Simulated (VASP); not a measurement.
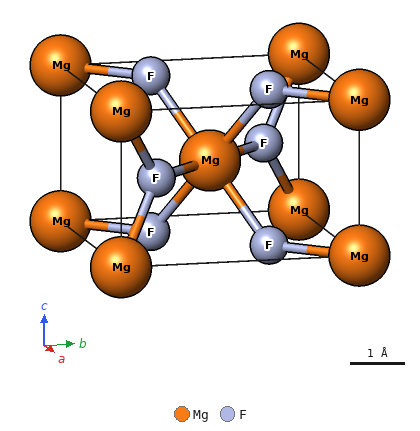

**Figure 1.** The structure as given in the input (ball-and-stick view of the cell of the calculation, seen slightly off an axis). An atom can appear more than once, as a periodic image. Near neighbours in the periodic cell (some may lie outside the picture): Mg has 6 F at 1.97 to 1.98 Å; F has 3 Mg at 1.97 to 1.98 Å.

# Run report: MgF₂, single-point calculation

The run: single-point calculation of MgF₂ (P4₂/mnm, 6 atoms in the cell). Method and program: DFT, plane waves, PAW, settings varied from a PBE run (VASP 6.6.1).

The structure was built on a prototype by a generator. The geometry comes from this level: r2SCAN (a point of a series of strains).

### INCAR
```
ENCUT = 520.000000
SIGMA = 0.020000
EDIFF = 1.00e-07
PREC = Accurate
IBRION = -1
ISIF = 2
ISMEAR = -1
NBANDS = 25
NELM = 120
NSW = 0
LASPH = .TRUE.
LCHARG = .FALSE.
LWAVE = .FALSE.
LREAL = .FALSE.
GGA = PE
ISPIN = 2
MAGMOM = -0.5 0.5 0.5 -0.5 -0.5 0.5
ISYM = 1
```

### KPOINTS
```
KPOINTS created by Atomic Simulation Environment
0
Gamma
6 6 8
0 0 0
```

### POSCAR
```
Mg F
 1.0000000000000000
     4.6220159945999999    0.0000000000000000    0.0000000000000000
     0.0000000000000000    4.6220159945999999    0.0000000000000000
     0.0000000000000000    0.0000000000000000    2.9851895244000000
 Mg  F
   2   4
Cartesian
  0.0000000000000000 -0.0000000000000000  0.0000000000000000
  2.3110079972999999  2.3110079972999999  1.4925947622000000
  1.3958084988349020  1.3958084988349020  0.0000000000000000
  0.9151994984650982  3.7068164961349019  1.4925947622000000
  3.7068164961349019  0.9151994984650982  1.4925947622000000
  3.2262074957650979  3.2262074957650979  0.0000000000000000
```

Machine: 1 CPU thread, shared host.

Run as:
```bash
mpirun -np 1 vasp_std
```

### OSZICAR
```
N       E                     dE             d eps       ncg     rms          rms(c)
DAV:   1     0.163260908119E+03    0.16326E+03   -0.17922E+04  5312   0.120E+03
DAV:   2    -0.258666094927E+02   -0.18913E+03   -0.18289E+03  6169   0.288E+02
DAV:   3    -0.335291617176E+02   -0.76626E+01   -0.76417E+01  6217   0.556E+01
DAV:   4    -0.335696008856E+02   -0.40439E-01   -0.40435E-01  5690   0.460E+00
DAV:   5    -0.335697984830E+02   -0.19760E-03   -0.19759E-03  6158   0.313E-01    0.124E+01
DAV:   6    -0.313613295366E+02    0.22085E+01   -0.81253E+00  5755   0.216E+01    0.348E+00
DAV:   7    -0.314135668464E+02   -0.52237E-01   -0.15967E-01  5338   0.301E+00    0.201E+00
DAV:   8    -0.314349418427E+02   -0.21375E-01   -0.25461E-02  5457   0.140E+00    0.950E-01
DAV:   9    -0.314480967210E+02   -0.13155E-01   -0.14896E-02  5285   0.109E+00    0.209E-01
DAV:  10    -0.314489376845E+02   -0.84096E-03   -0.38958E-04  6430   0.188E-01    0.753E-02
DAV:  11    -0.314491923175E+02   -0.25463E-03   -0.14812E-04  5321   0.882E-02    0.364E-02
DAV:  12    -0.314492904469E+02   -0.98129E-04   -0.82698E-05  5265   0.673E-02    0.102E-02
DAV:  13    -0.314492904899E+02   -0.43013E-07   -0.36007E-06  6334   0.160E-02    0.240E-03
DAV:  14    -0.314492906455E+02   -0.15560E-06   -0.47896E-07  5345   0.580E-03    0.155E-03
DAV:  15    -0.314492906958E+02   -0.50322E-07   -0.30305E-07  5361   0.409E-03
   1 F= -.31449291E+02 E0= -.31449291E+02  d E =-.207019E-11  mag=    -0.0000
```

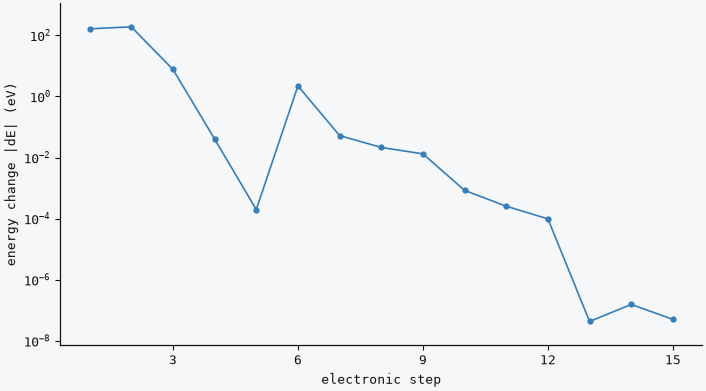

**Figure 2.** Convergence of the self-consistent field: energy change |dE| against the electronic step. It takes 15 electronic steps. The density is held fixed in the first few steps, and dE rises again when its update begins.

### Parts of OUTCAR
```
k-points           NKPTS =     50   k-points in BZ     NKDIM =     50   number of bands    NBANDS=     25

   NELECT =      32.0000    total number of electrons

   dimension x,y,z NGX =    36 NGY =   36 NGZ =   24
   dimension x,y,z NGXF=    72 NGYF=   72 NGZF=   48

  energy-cutoff  :      520.00
  volume of cell :       63.77
      direct lattice vectors                 reciprocal lattice vectors
     4.622015995  0.000000000  0.000000000     0.216355807  0.000000000  0.000000000
     0.000000000  4.622015995  0.000000000     0.000000000  0.216355807  0.000000000
     0.000000000  0.000000000  2.985189524     0.000000000  0.000000000  0.334987106

 k-points in reciprocal lattice and weights: KPOINTS created by Atomic Simulation Env
   0.00000000  0.00000000  0.00000000       0.003
   0.16666667  0.00000000  0.00000000       0.014
   0.33333333  0.00000000  0.00000000       0.014
   0.50000000  0.00000000  0.00000000       0.007
   0.16666667  0.16666667  0.00000000       0.014
   0.33333333  0.16666667  0.00000000       0.028
   0.50000000  0.16666667  0.00000000       0.014
   0.33333333  0.33333333  0.00000000       0.014
   0.50000000  0.33333333  0.00000000       0.014
   0.50000000  0.50000000  0.00000000       0.003
   0.00000000  0.00000000  0.12500000       0.007
   0.16666667  0.00000000  0.12500000       0.028
   0.33333333  0.00000000  0.12500000       0.028
   0.50000000  0.00000000  0.12500000       0.014
   0.16666667  0.16666667  0.12500000       0.028
   0.33333333  0.16666667  0.12500000       0.056
   0.50000000  0.16666667  0.12500000       0.028
   0.33333333  0.33333333  0.12500000       0.028
   0.50000000  0.33333333  0.12500000       0.028
   0.50000000  0.50000000  0.12500000       0.007
   0.00000000  0.00000000  0.25000000       0.007
   0.16666667  0.00000000  0.25000000       0.028
   0.33333333  0.00000000  0.25000000       0.028
   0.50000000  0.00000000  0.25000000       0.014
   0.16666667  0.16666667  0.25000000       0.028
   0.33333333  0.16666667  0.25000000       0.056
   0.50000000  0.16666667  0.25000000       0.028
   0.33333333  0.33333333  0.25000000       0.028
   0.50000000  0.33333333  0.25000000       0.028
   0.50000000  0.50000000  0.25000000       0.007
   0.00000000  0.00000000  0.37500000       0.007
   0.16666667  0.00000000  0.37500000       0.028
   0.33333333  0.00000000  0.37500000       0.028
   0.50000000  0.00000000  0.37500000       0.014
   0.16666667  0.16666667  0.37500000       0.028
   0.33333333  0.16666667  0.37500000       0.056
   0.50000000  0.16666667  0.37500000       0.028
   0.33333333  0.33333333  0.37500000       0.028
   0.50000000  0.33333333  0.37500000       0.028
   0.50000000  0.50000000  0.37500000       0.007
   0.00000000  0.00000000  0.50000000       0.003
   0.16666667  0.00000000  0.50000000       0.014
   0.33333333  0.00000000  0.50000000       0.014
   0.50000000  0.00000000  0.50000000       0.007
   0.16666667  0.16666667  0.50000000       0.014
   0.33333333  0.16666667  0.50000000       0.028
   0.50000000  0.16666667  0.50000000       0.014
   0.33333333  0.33333333  0.50000000       0.014
   0.50000000  0.33333333  0.50000000       0.014
   0.50000000  0.50000000  0.50000000       0.003

 E-fermi :  -0.6447

 k-point     1 :       0.0000    0.0000    0.0000
  band No.  band energies     occupation
      1     -21.9146      1.00000
      2     -21.0902      1.00000
      3     -21.0902      1.00000
      4     -20.9750      1.00000
      5      -5.2712      1.00000
      6      -3.6855      1.00000
      7      -3.2819      1.00000
      8      -3.2819      1.00000
      9      -2.9791      1.00000
     10      -2.9261      1.00000
     11      -2.2859      1.00000
     12      -2.2858      1.00000
     13      -1.7766      1.00000
     14      -1.4201      1.00000
     15      -1.4201      1.00000
     16      -1.0710      1.00000
     17       6.2126      0.00000
     18      11.3857      0.00000
     19      11.3858      0.00000
     20      13.0188      0.00000
     21      13.5280      0.00000
     22      14.8095      0.00000
     23      14.8683      0.00000
     24      17.6424      0.00000
     25      17.6424      0.00000

 k-point     2 :       0.1667    0.0000    0.0000
  band No.  band energies     occupation
      1     -21.8688      1.00000
      2     -21.1759      1.00000
      3     -21.0767      1.00000
      4     -20.9557      1.00000
      5      -5.1657      1.00000
      6      -3.6441      1.00000
      7      -3.6088      1.00000
      8      -3.1254      1.00000
      9      -2.8861      1.00000
     10      -2.7326      1.00000
     11      -2.3321      1.00000
     12      -2.2527      1.00000
     13      -1.8116      1.00000
     14      -1.6686      1.00000
     15      -1.4396      1.00000
     16      -1.1424      1.00000
     17       6.5611      0.00000
     18      10.8863      0.00000
     19      11.5671      0.00000
     20      13.1081      0.00000
     21      13.8225      0.00000
     22      14.8015      0.00000
     23      15.0065      0.00000
     24      17.3671      0.00000
     25      17.7104      0.00000

 k-point     3 :       0.3333    0.0000    0.0000
  band No.  band energies     occupation
      1     -21.7399      1.00000
      2     -21.3509      1.00000
      3     -21.0403      1.00000
      4     -20.9598      1.00000
      5      -4.8867      1.00000
      6      -4.0680      1.00000
      7      -3.4096      1.00000
      8      -2.8010      1.00000
      9      -2.7750      1.00000
     10      -2.5247      1.00000
     11      -2.4556      1.00000
     12      -2.2531      1.00000
     13      -2.1614      1.00000
     14      -1.9066      1.00000
     15      -1.4795      1.00000
     16      -1.3208      1.00000
     17       7.4578      0.00000
     18       9.8413      0.00000
     19      12.0647      0.00000
     20      13.0866      0.00000
     21      14.2865      0.00000
     22      14.6719      0.00000
     23      15.7029      0.00000
     24      17.0057      0.00000
     25      17.4741      0.00000

 k-point     4 :       0.5000    0.0000    0.0000
  band No.  band energies     occupation
      1     -21.5541      1.00000
      2     -21.5541      1.00000
      3     -20.9948      1.00000
      4     -20.9948      1.00000
      5      -4.5061      1.00000
      6      -4.5061      1.00000
      7      -2.9194      1.00000
      8      -2.9194      1.00000
      9      -2.6184      1.00000
     10      -2.6184      1.00000
     11      -2.5294      1.00000
     12      -2.5294      1.00000
     13      -2.0350      1.00000
     14      -2.0350      1.00000
     15      -1.4674      1.00000
     16      -1.4674      1.00000
     17       8.6287      0.00000
     18       8.6287      0.00000
     19      12.6880      0.00000
     20      12.6880      0.00000
     21      14.5405      0.00000
     22      14.5405      0.00000
     23      16.6898      0.00000
     24      16.6898      0.00000
     25      17.4925      0.00000

 k-point     5 :       0.1667    0.1667    0.0000
  band No.  band energies     occupation
      1     -21.8251      1.00000
      2     -21.2021      1.00000
      3     -21.1042      1.00000
      4     -20.9530      1.00000
      5      -5.0663      1.00000
      6      -3.7240      1.00000
      7      -3.6277      1.00000
      8      -3.0522      1.00000
      9      -2.8465      1.00000
     10      -2.5989      1.00000
     11      -2.2986      1.00000
     12      -2.2981      1.00000
     13      -1.8475      1.00000
     14      -1.8438      1.00000
     15      -1.5027      1.00000
     16      -1.2086      1.00000
     17       6.8851      0.00000
     18      11.0550      0.00000
     19      11.0842      0.00000
     20      13.1622      0.00000
     21      14.1529      0.00000
     22      14.6949      0.00000
     23      15.1637      0.00000
     24      17.4717      0.00000
     25      17.5671      0.00000

 [... the levels of 44 k-points are left out ...]

 k-point    50 :       0.5000    0.5000    0.5000
  band No.  band energies     occupation
      1     -21.2129      1.00000
      2     -21.2129      1.00000
      3     -21.0380      1.00000
      4     -21.0380      1.00000
      5      -4.9148      1.00000
      6      -4.9148      1.00000
      7      -4.1954      1.00000
      8      -4.1954      1.00000
      9      -2.5919      1.00000
     10      -2.5919      1.00000
     11      -2.5591      1.00000
     12      -2.5591      1.00000
     13      -1.7181      1.00000
     14      -1.7180      1.00000
     15      -1.5791      1.00000
     16      -1.5791      1.00000
     17      12.3930      0.00000
     18      12.3930      0.00000
     19      12.4338      0.00000
     20      12.4338      0.00000
     21      13.8516      0.00000
     22      13.8516      0.00000
     23      14.3707      0.00000
     24      14.3707      0.00000
     25      17.0285      0.00000

  Total        2.1668960      2.1668960      3.5332170     -0.0000000      0.0000000      0.0000000
  in kB       54.4394662     54.4394662     88.7658862     -0.0000000      0.0000000      0.0000000
  external PRESSURE =      65.8816062 kB  Pullay stress =       0.0000000 kB

 POSITION                                       TOTAL-FORCE (eV/Angst)
 -----------------------------------------------------------------------------------
      0.00000      0.00000      0.00000         0.000000      0.000000      0.000000
      2.31101      2.31101      1.49259         0.000000      0.000000      0.000000
      1.39581      1.39581      0.00000        -0.021930     -0.021930     -0.000000
      0.91520      3.70682      1.49259         0.021930     -0.021930     -0.000000
      3.70682      0.91520      1.49259        -0.021930      0.021930      0.000000
      3.22621      3.22621      0.00000         0.021930      0.021930      0.000000
 -----------------------------------------------------------------------------------
    total drift:                                0.000000      0.000000     -0.000000

  FREE ENERGIE OF THE ION-ELECTRON SYSTEM (eV)
  ---------------------------------------------------
  free  energy   TOTEN  =       -31.4492906958 eV

  energy  without entropy=      -31.4492906958  energy(sigma->0) =      -31.44929070
```

### Summary

```csv
quantity,value
outcome,converged
space group (tolerance 0.01 Å),P4₂/mnm (136)
electrons treated,32
free energy,−31.4493 eV
Fermi energy,−0.645 eV
pressure,6.59 GPa
largest force (length of the vector),0.031 eV/Å
wall time,2 min
peak memory,0.27 GiB
```

### Notes

Settings chosen away from the usual ones: GGA = PE; METAGGA = null; ISPIN = 2; MAGMOM = -0.5 0.5 0.5 -0.5 -0.5 0.5; ISYM = 1. The cell is under a pressure of 6.6 GPa at this level, so it is not at its equilibrium volume.
